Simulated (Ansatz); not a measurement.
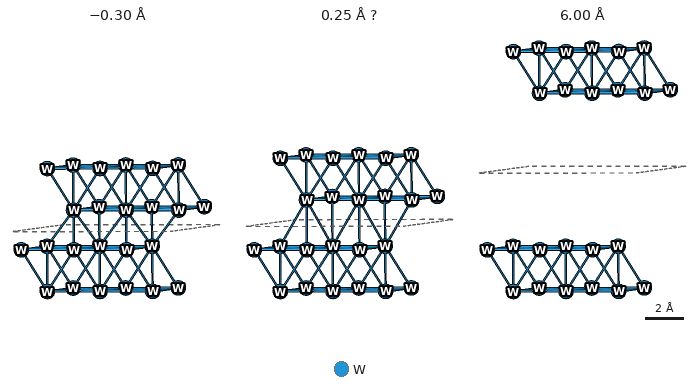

Solid W (Fm-3m): the crystal is pulled apart rigidly along the normal of the (1 1 1) plane of the conventional cell, at a cut between a plane of W below and one of W above, 2.31 Å apart. One cut stands in each cell, which starts 13.8 Å high; nothing is relaxed, and the dashed outline marks the cut. A ball-and-stick model of the layers on both sides of the cut, seen from the side, nearly along the cut plane.

All numbers below come from Ansatz, DFT PBEsol, scalar-relativistic, plane waves, PAW. Settings: plane-wave cutoff 420 eV; k-point mesh 24 × 24 × 5; occupations gaussian; smearing width 0.15 eV; no spin polarisation. Energies (free energies at the smearing named) are counted from the relaxed crystal.

```tsv
opening (Å)	ΔE per area (J/m²)
−0.30	0.65
−0.15	0.15
0.00	0.00
0.25	?
0.50	1.33
0.75	2.34
1.00	3.18
1.50	4.38
2.00	5.10
3.00	5.72
4.50	5.90
6.00	5.91
```

**One row is withheld. What is its energy?**

A straight line between the two neighbours gives 0.67 J/m². A cubic through the four nearest rows (−0.15, 0.00, 0.50, 0.75) gives, with Lagrange weights, (−0.3561)(0.15) + (0.8889)(0.00) + (0.6154)(1.33) + (−0.1481)(2.34) = 0.42 J/m². The calculation gives 0.41 J/m², so the cubic is 0.01 J/m² too high and the straight line 0.26 J/m² too high, as the curve bends upwards here.

The whole profile:

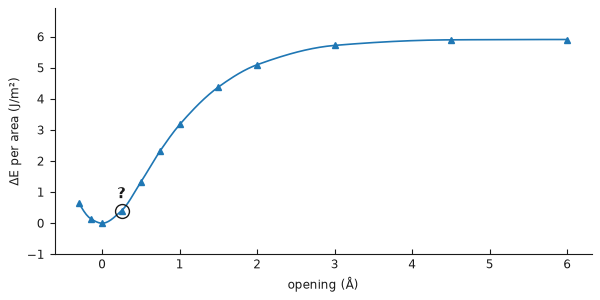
